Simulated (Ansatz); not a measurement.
Geometry relaxation of Ni (part 1 of 3)

System: Ni (P6/mmm, 3 atoms in the cell).
Method: DFT, PBE, PAW with Ansatz's default frozen-core files, scalar-relativistic, spin-polarised (Ansatz 0.2.0).

The structure was built on a prototype by a generator; it need not be a known phase. Its volume is 0.49 times that of the source entry. It belongs to a series of runs on one base structure; here: omega relaxed under pressure, PAW files. Figures and captions count atoms from 1; the log counts them from 0 in places.

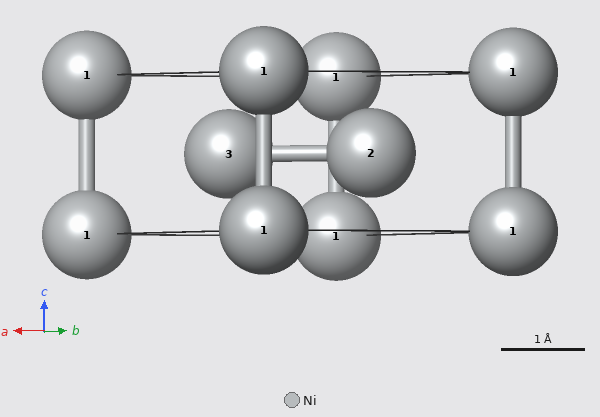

*The input geometry (ball-and-stick view of the cell of the calculation, seen at an oblique angle; atoms are numbered from 1 in the order of the input).*

**Key numbers**

- outcome: converged
- space group (tolerance 0.01 Å): P6/mmm (191)
- electrons treated: 54
- free energy: −17498.7193 eV
- Fermi energy: 41.107 eV
- net moment of the cell: 0.00 μB
- integrated absolute moment: 0.00 μB
- pressure: 739.98 GPa
- final volume: 16.26 Å³
- largest force (length of the vector) at the end: under 0.001 eV/Å
- final cell: a = 3.158 Å, b = 3.158 Å, c = 1.882 Å, α = 90.00°, β = 90.00°, γ = 120.00°
- hardware: 2 threads of Arm Neoverse V1, 24 GiB of memory available, shared host
- wall time: 1.7 min (CPU time 3.4 min)
- peak memory: 0.46 GiB

**Remarks**

The program warns: some starting moments were not kept. The cell was relaxed to the target pressure of the input; what is minimised is then the enthalpy E + pV.

**Input file**
```yaml
crystal:
  lattice:
    - [3.1086360036, 0.0, 0.0]
    - [-1.5543180018, 2.6921577502, 0.0]
    - [0.0, 0.0, 1.9273543222]
  atoms:
    - { symbol: Ni, position: [0.0, 0.0, 0.0], spin: 1.0 }
    - { symbol: Ni, position: [0.3333333333, 0.6666666667, 0.5], spin: 1.0 }
    - { symbol: Ni, position: [0.6666666667, 0.3333333333, 0.5], spin: 1.0 }
magnetization:
  spin_polarized: true
kpoints:
  mp_grid: { grid: [12, 12, 16] }
scf:
  occupations: { method: fermi_dirac, width: 0.08 }
hamiltonian:
  xc: pbe
  pseudopotentials: { kind: paw }
output:
  forces: true
  stress: true
  eigenvalues: true
  write_density: true
  write_potential: true
  elf: true
  volumetric_format: npy
relax:
  f_tol: 0.005
  max_steps: 40
  cell: { p_target: 740.0, stress_tol: 0.37 }
```

Command:
```bash
ansatz run input.yaml --threads 2 --pin off --max-ram 7168MiB --backend cpu --events-out ev --progress --plain --runs-dir out
```

**Output**
```
Engine: ansatz 0.2.0, aarch64-unknown-linux-gnu
Pseudopotentials: kind: paw
Pseudopotential: Ni, paw, valence charge 18, recommended cutoff 420 eV (normal), Ni.paw.azcp
Functional definition: PBE
  parameter kappa = 0.804
  parameter beta = 0.06672455060314922
  exchange = pbe_x(kappa = kappa, mu = beta*pi^2/3)
  correlation = pbe_c(beta = beta)
Crystal: 3 atoms, lattice volume = 16.130 Å³
Basis set: ecut = 420 eV, 295 PW (Γ), exchange–correlation on 48×48×30 points (8 copies of the dense FFT grid, shifted against one another)
Bands: 35, of which v1, the nominal top of the filled ones, is band 27 counted from 1 (26 counted from 0)
Symmetry: 24 space group operations
Space group: P6/mmm (ITA 191), of the structure as read, at distance tolerance 2.5e-5 Å
Magnetic group: BNS 191.233 (UNI 1463), of the structure as read, at distance tolerance 2.5e-5 Å
k-points: 171 of 2304
Non-local potential: Ni, projectors of the file, l = 0: 3, l = 1: 2, l = 2: 3, l = 3: 1
PAW form: soft (Blöchl's): semilocal exchange-correlation on the pseudo side does not see the compensation charge
PAW one-centre angular grid: Ni, 590 points (default); XC on 64 Gauss nodes
Initial density: superposition of atomic densities (chi_scale 0.1, normalization cell)
Starting moments: Σ|m| = 3 μB on 3 of 3 sites
Initial wavefunctions: pseudopotential atomic-orbital guess
Functional: x = pbe(κ = 0.804, μ = 0.2195149727645171), c = pbe(β = 0.06672455060314922)
iter 1 solved again at ethr=2.72e-3 eV; its pass at ethr=3.10e-3 eV (dr2=1.47e0 eV) is discarded
SCF iter   1: F=—  HF=-17463.250196 eV  |F-HF|=—  |Δ(HF+E_count)|=         —  Δρ=9.31e-2 (↑9.31e-2 ↓6.30e-2)  dr2=1.48e0  dr2_m=2.66e-1  M=2.053 μB ∫|m|=2.067 μB  β_m=0.30  ethr=2.72e-3  ⟨swp⟩=1.1  Hψ=62721  notcnv=0
Mixer restart at iter 1: flushing history
preconditioner: auto → none  [metal: Δε(μ)=0.005 eV  Ē_g=18.865 eV  σ=0.080 eV  W_gap=0.01  n_scr=8 (ndim 8)  ℏωp=50.6 eV  f_vac=0.000  D(μ)=2.35/eV (n_scr^D=32)  sad-step TF]
SCF iter   2: F=—  HF=-17476.437458 eV  |F-HF|=—  |Δ(HF+E_count)|=    1.32e1  Δρ=5.48e-2 (↑5.05e-2 ↓5.48e-2)  dr2=9.82e-2  dr2_m=3.16e-1  M=1.813 μB ∫|m|=1.831 μB  β_m=0.43  ethr=2.72e-3  ⟨swp⟩=3.0  Hψ=15150  notcnv=0  defer=1
SCF iter   3: F=—  HF=-17477.987015 eV  |F-HF|=—  |Δ(HF+E_count)|=         —  Δρ=1.31e-1 (↑1.14e-1 ↓1.31e-1)  dr2=4.47e-2  dr2_m=2.18e0  M=0.641 μB ∫|m|=0.667 μB  β_m=1.00  ethr=1.82e-4  ⟨swp⟩=3.5  Hψ=25940  notcnv=0  defer=364
Mixer restart at iter 3: flushing history
SCF iter   4: F=—  HF=-17496.440119 eV  |F-HF|=—  |Δ(HF+E_count)|=    1.85e1  Δρ=5.54e-2 (↑2.87e-2 ↓5.54e-2)  dr2=6.23e-1  dr2_m=8.20e-2  M=0.403 μB ∫|m|=0.424 μB  β_m=0.43  ethr=9.26e-5  ⟨swp⟩=4.7  Hψ=33743  notcnv=0  defer=545
SCF iter   5: F=—  HF=-17497.635612 eV  |F-HF|=—  |Δ(HF+E_count)|=    1.20e0  Δρ=8.70e-2 (↑7.55e-2 ↓8.70e-2)  dr2=2.88e0  dr2_m=1.05e-2  M=0.465 μB ∫|m|=0.491 μB  β_m=0.23  ethr=9.26e-5  ⟨swp⟩=5.0  Hψ=31525  notcnv=0  defer=546  recentre
SCF iter   6: F=—  HF=-17497.119439 eV  |F-HF|=—  |Δ(HF+E_count)|=   5.16e-1  Δρ=3.71e-2 (↑1.54e-2 ↓3.71e-2)  dr2=2.14e-1  dr2_m=4.39e-2  M=0.394 μB ∫|m|=0.416 μB  β_m=0.10  ethr=9.26e-5  ⟨swp⟩=4.7  Hψ=30681  notcnv=0  defer=571
SCF iter   7: F=—  HF=-17497.462902 eV  |F-HF|=—  |Δ(HF+E_count)|=   3.43e-1  Δρ=1.81e-2 (↑8.37e-3 ↓1.81e-2)  dr2=2.06e-2  dr2_m=1.81e-2  M=0.404 μB ∫|m|=0.425 μB  β_m=0.27  ethr=9.26e-5  ⟨swp⟩=2.7  Hψ=18077  notcnv=0  defer=569
SCF iter   8: F=—  HF=-17497.982178 eV  |F-HF|=—  |Δ(HF+E_count)|=   5.19e-1  Δρ=9.57e-3 (↑8.41e-3 ↓9.57e-3)  dr2=2.22e-4  dr2_m=1.18e-2  M=0.282 μB ∫|m|=0.299 μB  β_m=0.63  ethr=3.82e-5  ⟨swp⟩=2.7  Hψ=20004  notcnv=0  defer=568
SCF iter   9: F=—  HF=-17497.985599 eV  |F-HF|=—  |Δ(HF+E_count)|=   3.42e-3  Δρ=1.00e-2 (↑7.63e-3 ↓1.00e-2)  dr2=4.82e-4  dr2_m=1.14e-2  M=0.275 μB ∫|m|=0.292 μB  β_m=0.82  ethr=4.10e-7  ⟨swp⟩=2.7  Hψ=22840  notcnv=0  defer=568
SCF iter  10: F=—  HF=-17497.987032 eV  |F-HF|=—  |Δ(HF+E_count)|=   1.43e-3  Δρ=8.75e-3 (↑8.25e-3 ↓8.75e-3)  dr2=7.32e-5  dr2_m=1.06e-2  M=0.262 μB ∫|m|=0.278 μB  β_m=0.74  ethr=4.10e-7  ⟨swp⟩=2.4  Hψ=21149  notcnv=0  defer=568
SCF iter  11: F=—  HF=-17497.987034 eV  |F-HF|=—  |Δ(HF+E_count)|=   1.69e-6  Δρ=8.77e-3 (↑7.74e-3 ↓8.77e-3)  dr2=3.29e-4  dr2_m=9.97e-3  M=0.253 μB ∫|m|=0.268 μB  β_m=0.29  ethr=1.36e-7  ⟨swp⟩=2.6  Hψ=17347  notcnv=0  defer=568
SCF iter  12: F=—  HF=-17497.986878 eV  |F-HF|=—  |Δ(HF+E_count)|=   1.56e-4  Δρ=7.03e-3 (↑6.39e-3 ↓7.03e-3)  dr2=7.07e-5  dr2_m=6.62e-3  M=0.225 μB ∫|m|=0.238 μB  β_m=0.06  ethr=1.36e-7  ⟨swp⟩=2.2  Hψ=18306  notcnv=0  defer=568
SCF iter  13: F=—  HF=-17497.980601 eV  |F-HF|=—  |Δ(HF+E_count)|=   6.28e-3  Δρ=5.49e-3 (↑5.49e-3 ↓5.05e-3)  dr2=1.09e-3  dr2_m=3.87e-3  M=0.199 μB ∫|m|=0.210 μB  β_m=0.22  ethr=1.31e-7  ⟨swp⟩=2.8  Hψ=23174  notcnv=0  defer=568
SCF iter  14: F=—  HF=-17497.986833 eV  |F-HF|=—  |Δ(HF+E_count)|=   6.23e-3  Δρ=3.87e-3 (↑3.87e-3 ↓2.89e-3)  dr2=1.53e-3  dr2_m=1.14e-3  M=0.120 μB ∫|m|=0.126 μB  β_m=0.64  ethr=1.31e-7  ⟨swp⟩=3.5  Hψ=26932  notcnv=0  defer=568
SCF iter  15: F=—  HF=-17497.986916 eV  |F-HF|=—  |Δ(HF+E_count)|=   8.33e-5  Δρ=2.29e-3 (↑1.41e-3 ↓2.29e-3)  dr2=1.23e-3  dr2_m=1.25e-4  M=0.056 μB ∫|m|=0.059 μB  β_m=0.62  ethr=1.31e-7  ⟨swp⟩=3.8  Hψ=26562  notcnv=0  defer=568
SCF iter  16: F=—  HF=-17497.986786 eV  |F-HF|=—  |Δ(HF+E_count)|=   1.30e-4  Δρ=7.86e-4 (↑7.86e-4 ↓6.02e-4)  dr2=7.37e-6  dr2_m=6.85e-5  M=0.037 μB ∫|m|=0.039 μB  β_m=0.78  ethr=1.31e-7  ⟨swp⟩=2.9  Hψ=22362  notcnv=0  defer=568
SCF iter  17: F=—  HF=-17497.986780 eV  |F-HF|=—  |Δ(HF+E_count)|=   6.01e-6  Δρ=3.28e-4 (↑1.21e-4 ↓3.28e-4)  dr2=1.24e-5  dr2_m=2.96e-6  M=0.011 μB ∫|m|=0.012 μB  β_m=0.65  ethr=1.37e-8  ⟨swp⟩=3.1  Hψ=22972  notcnv=0  defer=568
SCF iter  18: F=—  HF=-17497.986776 eV  |F-HF|=—  |Δ(HF+E_count)|=   3.78e-6  Δρ=1.70e-4 (↑1.70e-4 ↓1.23e-4)  dr2=6.17e-6  dr2_m=1.08e-6  M=0.006 μB ∫|m|=0.006 μB  β_m=0.64  ethr=1.37e-8  ⟨swp⟩=2.6  Hψ=21682  notcnv=0  defer=568
SCF iter  19: F=—  HF=-17497.986782 eV  |F-HF|=—  |Δ(HF+E_count)|=   5.17e-6  Δρ=1.10e-4 (↑1.10e-4 ↓7.61e-5)  dr2=7.11e-7  dr2_m=1.07e-6  M=0.004 μB ∫|m|=0.004 μB  β_m=0.82  ethr=1.14e-8  ⟨swp⟩=1.8  Hψ=14009  notcnv=0  defer=568
SCF iter  20: F=—  HF=-17497.986783 eV  |F-HF|=—  |Δ(HF+E_count)|=   1.02e-6  Δρ=7.30e-5 (↑7.30e-5 ↓5.24e-5)  dr2=2.45e-7  dr2_m=5.01e-7  M=-0.002 μB ∫|m|=0.002 μB  β_m=0.73  ethr=1.32e-9  ⟨swp⟩=3.0  Hψ=22984  notcnv=0  defer=568
SCF iter  21: F=—  HF=-17497.986783 eV  |F-HF|=—  |Δ(HF+E_count)|=   9.78e-8  Δρ=1.64e-5 (↑1.64e-5 ↓1.08e-5)  dr2=1.54e-8  dr2_m=2.29e-8  M=-0.001 μB ∫|m|=0.001 μB  β_m=0.85  ethr=4.54e-10  ⟨swp⟩=2.5  Hψ=18353  notcnv=0  defer=568
SCF iter  22: F=—  HF=-17497.986783 eV  |F-HF|=—  |Δ(HF+E_count)|=   2.36e-8  Δρ=7.98e-6 (↑7.98e-6 ↓7.30e-6)  dr2=3.29e-9  dr2_m=7.54e-9  M=-0.000 μB ∫|m|=0.000 μB  β_m=0.93  ethr=2.84e-11  ⟨swp⟩=3.0  Hψ=22025  notcnv=0  defer=568
SCF iter  23: F=—  HF=-17497.986783 eV  |F-HF|=—  |Δ(HF+E_count)|=  4.26e-10  Δρ=9.05e-7 (↑8.21e-7 ↓9.05e-7)  dr2=2.82e-10  dr2_m=7.01e-12  M=-0.000 μB ∫|m|=0.000 μB  β_m=0.96  ethr=6.09e-12  ⟨swp⟩=2.6  Hψ=20759  notcnv=0  defer=568
SCF iter  24: F=-17497.986783 eV  HF=-17497.986783 eV  |F-HF|=3.64e-12  |Δ(HF+E_count)|=  7.64e-11  Δρ=1.61e-7 (↑1.21e-7 ↓1.61e-7)  dr2=8.09e-13  dr2_m=2.18e-12  M=-0.000 μB ∫|m|=0.000 μB  ethr=1.00e-12  ⟨swp⟩=16.4  Hψ=110981  notcnv=0
WARN: the starting moments were not kept: the SCF closed with an absolute magnetisation of 2.8e-5 μB, where they sum to 3 μB in size (3 sites). That is at most 0.1 of that sum. Measured as dr2_m measures the in/out step, that magnetisation stands 8.8e-10 eV from none, at or under the dr2_threshold of 1.0e-7 eV: it is no larger than a step whose dr2_m would equal this threshold. The system may hold no moment; this SCF shows only that its start led to no more than that. To try another start: raise the starting moments (crystal.atoms[].spin, magnetization.per_species, magnetization.initial_magnetization, or on a non-collinear deck that types none of these the spinor_matrix: blocks that start its atoms; where the total moment is fixed, keep their sum and leave initial_magnetization as it is; typed ones take the place of any that the run laid by itself, positive ones on a crystal's lanthanoids without a Hubbard term where scf.initial_density.shell_occupations: [] is typed) or, if the notice of its spin-set hold's release reads "site moments contracting" or "site moments show no strong build", lengthen the hold (scf.mixing.spin_hold: { on: { confirm: 4 } }; for m-r²SCAN on two components see the key's manual first). Each may lead to a state that holds a moment. A second SCF, from the converged charge density, with the starting moments and any scf.initial_density.shell_occupations laid on it anew, would have followed, and was not run: the deck does not ask for one (magnetization.retry_lost_moments is false, the default). To let it run, set magnetization.retry_lost_moments: true and run the deck again, where that key's refused combinations let it; where memory then withholds it, that run's warning says so.
SCF 1 converged in 24 iterations: F = -17497.986783 eV  dr2 = 8.09e-13
  Residual-converged pass: ⟨swp⟩=1.0  Hψ=13377  notcnv=0  max |occ|·‖R‖ = 7.1e-9 eV (tolerance 1.0e-8 eV)  dr2=8.09e-13  dr2_m=2.18e-12  dr2_onsite=3.16e-12  max |Δocc| = 4.0e-12
  greatest PAW one-centre occupation: 1.005 electrons in one spin orbital (limit 2), on the Ni atom at site 2 (counted from 0), in its partial waves of l = 1
relax step   1: F+E_penalty+E_count = -17497.98678279 eV  Δ(F+E_penalty+E_count) = +0.000e0 eV  max|allowed force component| = 1.573e-16 eV/Å  Δτ_max = 0.0000 Å  P = +763.942 GPa  Ω = 16.130 Å³  (24 SCF iters, accepted)
Crystal: 3 atoms, lattice volume = 16.311 Å³
Initial density: handed on by an earlier stage of this run
Starting moments: Σ|m| = 3 μB on 3 of 3 sites; this step starts from the density that it was given
Initial wavefunctions: those handed on with the density
iter 1 solved again at ethr=2.25e-5 eV; its pass at ethr=3.10e-3 eV (dr2=1.21e-2 eV) is discarded
SCF iter   1: F=—  HF=-17498.963053 eV  |F-HF|=—  |Δ(HF+E_count)|=         —  Δρ=7.89e-3 (↑7.89e-3 ↓5.38e-3)  dr2=1.13e-2  dr2_m=1.47e-3  M=-0.007 μB ∫|m|=0.008 μB  β_m=0.30  ethr=2.25e-5  ⟨swp⟩=2.0  Hψ=65613  notcnv=0
preconditioner: auto → none  [metal: Δε(μ)=0.001 eV  Ē_g=19.164 eV  σ=0.080 eV  W_gap=0.00  n_scr=8 (ndim 8)  ℏωp=50.4 eV  f_vac=0.000  D(μ)=4.36/eV (n_scr^D=100)]
SCF iter   2: F=—  HF=-17498.968006 eV  |F-HF|=—  |Δ(HF+E_count)|=   4.95e-3  Δρ=1.33e-2 (↑1.32e-2 ↓1.33e-2)  dr2=8.03e-2  dr2_m=7.54e-4  M=-0.006 μB ∫|m|=0.007 μB  β_m=0.14  ethr=2.09e-5  ⟨swp⟩=2.5  Hψ=18675  notcnv=0  recentre
SCF iter   3: F=—  HF=-17498.962430 eV  |F-HF|=—  |Δ(HF+E_count)|=   5.58e-3  Δρ=5.67e-3 (↑5.67e-3 ↓3.59e-3)  dr2=5.03e-3  dr2_m=9.89e-4  M=-0.006 μB ∫|m|=0.008 μB  β_m=0.09  ethr=2.09e-5  ⟨swp⟩=2.2  Hψ=17685  notcnv=0  defer=2
SCF iter   4: F=—  HF=-17498.962243 eV  |F-HF|=—  |Δ(HF+E_count)|=   1.87e-4  Δρ=3.22e-3 (↑3.22e-3 ↓1.69e-3)  dr2=2.96e-4  dr2_m=5.92e-4  M=-0.006 μB ∫|m|=0.007 μB  β_m=0.18  ethr=9.32e-6  ⟨swp⟩=1.0  Hψ=12686  notcnv=0  defer=2
SCF iter   5: F=—  HF=-17498.962618 eV  |F-HF|=—  |Δ(HF+E_count)|=   3.75e-4  Δρ=9.10e-4 (↑8.01e-4 ↓9.10e-4)  dr2=4.82e-5  dr2_m=8.82e-5  M=-0.005 μB ∫|m|=0.005 μB  β_m=0.31  ethr=5.49e-7  ⟨swp⟩=2.1  Hψ=20455  notcnv=0  defer=2
SCF iter   6: F=—  HF=-17498.962713 eV  |F-HF|=—  |Δ(HF+E_count)|=   9.44e-5  Δρ=2.72e-4 (↑1.50e-4 ↓2.72e-4)  dr2=8.11e-6  dr2_m=1.71e-6  M=-0.004 μB ∫|m|=0.005 μB  β_m=0.49  ethr=8.93e-8  ⟨swp⟩=2.9  Hψ=22594  notcnv=0  defer=2
SCF iter   7: F=—  HF=-17498.962712 eV  |F-HF|=—  |Δ(HF+E_count)|=   8.01e-7  Δρ=9.12e-5 (↑9.12e-5 ↓6.11e-5)  dr2=2.05e-6  dr2_m=1.07e-7  M=-0.004 μB ∫|m|=0.004 μB  β_m=0.61  ethr=1.50e-8  ⟨swp⟩=2.6  Hψ=17982  notcnv=0  defer=2
iter 8 did not close the SCF: its close was put off for a magnetic moment that had not settled (scf_convergence_deferred on its scf_iter line)
SCF iter   8: F=-17498.962712 eV  HF=-17498.962712 eV  |F-HF|=9.17e-8  |Δ(HF+E_count)|=   2.03e-7  Δρ=3.85e-5 (↑1.48e-5 ↓3.85e-5)  dr2=1.22e-7  dr2_m=8.05e-8  M=-0.004 μB ∫|m|=0.004 μB  β_m=0.74  ethr=5.56e-10  ⟨swp⟩=13.0  Hψ=108904  notcnv=0
iter 9 did not close the SCF: its close was put off for a magnetic moment that had not settled (scf_convergence_deferred on its scf_iter line)
SCF iter   9: F=-17498.962712 eV  HF=-17498.962712 eV  |F-HF|=7.15e-9  |Δ(HF+E_count)|=   1.99e-8  Δρ=2.73e-5 (↑2.73e-5 ↓1.87e-5)  dr2=1.57e-8  dr2_m=7.35e-8  M=-0.004 μB ∫|m|=0.004 μB  β_m=0.87  ethr=2.26e-10  ⟨swp⟩=9.0  Hψ=87368  notcnv=0
iter 10 did not close the SCF: its close was put off for a magnetic moment that had not settled (scf_convergence_deferred on its scf_iter line)
SCF iter  10: F=-17498.962712 eV  HF=-17498.962712 eV  |F-HF|=5.94e-9  |Δ(HF+E_count)|=   3.03e-8  Δρ=2.27e-5 (↑2.27e-5 ↓1.75e-5)  dr2=9.57e-9  dr2_m=5.49e-8  M=-0.003 μB ∫|m|=0.003 μB  β_m=0.93  ethr=2.90e-11  ⟨swp⟩=8.2  Hψ=85406  notcnv=0
iter 11 did not close the SCF: its close was put off for a magnetic moment that had not settled (scf_convergence_deferred on its scf_iter line)
SCF iter  11: F=-17498.962712 eV  HF=-17498.962712 eV  |F-HF|=1.46e-10  |Δ(HF+E_count)|=   2.88e-8  Δρ=1.64e-5 (↑1.57e-5 ↓1.64e-5)  dr2=3.66e-9  dr2_m=3.68e-8  M=-0.003 μB ∫|m|=0.003 μB  β_m=0.59  ethr=1.77e-11  ⟨swp⟩=8.2  Hψ=86509  notcnv=0
iter 12 did not close the SCF: its close was put off for a magnetic moment that had not settled (scf_convergence_deferred on its scf_iter line)
SCF iter  12: F=-17498.962712 eV  HF=-17498.962712 eV  |F-HF|=4.67e-8  |Δ(HF+E_count)|=   3.80e-8  Δρ=1.75e-5 (↑9.12e-6 ↓1.75e-5)  dr2=4.98e-8  dr2_m=1.35e-8  M=-0.002 μB ∫|m|=0.002 μB  β_m=0.84  ethr=6.78e-12  ⟨swp⟩=8.1  Hψ=86097  notcnv=0
SCF iter  13: F=—  HF=-17498.962712 eV  |F-HF|=—  |Δ(HF+E_count)|=   6.31e-8  Δρ=3.54e-5 (↑3.54e-5 ↓2.78e-5)  dr2=4.44e-7  dr2_m=2.57e-9  M=-0.000 μB ∫|m|=0.000 μB  β_m=0.57  ethr=6.78e-12  ⟨swp⟩=3.8  Hψ=27660  notcnv=0  recentre
iter 14 did not close the SCF: its close was put off for a magnetic moment that had not settled (scf_convergence_deferred on its scf_iter line)
SCF iter  14: F=-17498.962712 eV  HF=-17498.962712 eV  |F-HF|=6.98e-9  |Δ(HF+E_count)|=   4.95e-8  Δρ=7.99e-6 (↑3.64e-6 ↓7.99e-6)  dr2=7.90e-9  dr2_m=3.21e-9  M=-0.001 μB ∫|m|=0.001 μB  β_m=0.65  ethr=6.78e-12  ⟨swp⟩=8.1  Hψ=88522  notcnv=0
iter 15 did not close the SCF: its close was put off for a magnetic moment that had not settled (scf_convergence_deferred on its scf_iter line)
SCF iter  15: F=-17498.962712 eV  HF=-17498.962712 eV  |F-HF|=1.26e-9  |Δ(HF+E_count)|=   4.14e-9  Δρ=2.81e-6 (↑1.27e-6 ↓2.81e-6)  dr2=1.35e-9  dr2_m=2.82e-10  M=-0.000 μB ∫|m|=0.000 μB  β_m=0.68  ethr=6.78e-12  ⟨swp⟩=7.9  Hψ=83776  notcnv=0
SCF iter  16: F=-17498.962712 eV  HF=-17498.962712 eV  |F-HF|=1.46e-11  |Δ(HF+E_count)|=  2.87e-10  Δρ=3.86e-7 (↑1.93e-7 ↓3.86e-7)  dr2=1.91e-11  dr2_m=7.73e-12  M=-0.000 μB ∫|m|=0.000 μB  ethr=2.50e-12  ⟨swp⟩=7.3  Hψ=75195  notcnv=0
the starting moments were not kept: the SCF closed with an absolute magnetisation of 2.1e-5 μB, where they sum to 3 μB in size (3 sites). That is at most 0.1 of that sum. Measured as dr2_m measures the in/out step, that magnetisation stands 4.8e-10 eV from none, at or under the dr2_threshold of 3.0e-7 eV: it is no larger than a step whose dr2_m would equal this threshold.
SCF 2 converged in 16 iterations: F = -17498.962712 eV  dr2 = 1.91e-11
[... from here on the iterations of each SCF are left out, up to the last one ...]
relax step   2: F+E_penalty+E_count = -17498.96271197 eV  Δ(F+E_penalty+E_count) = -9.759e-1 eV  max|allowed force component| = 4.102e-16 eV/Å  Δτ_max = 0.0000 Å  P = +731.102 GPa  Ω = 16.311 Å³  energy of the carried Pulay correction = -1.211e-3 eV  (16 SCF iters, dr2 threshold 3.00e-7 eV, accepted)
```
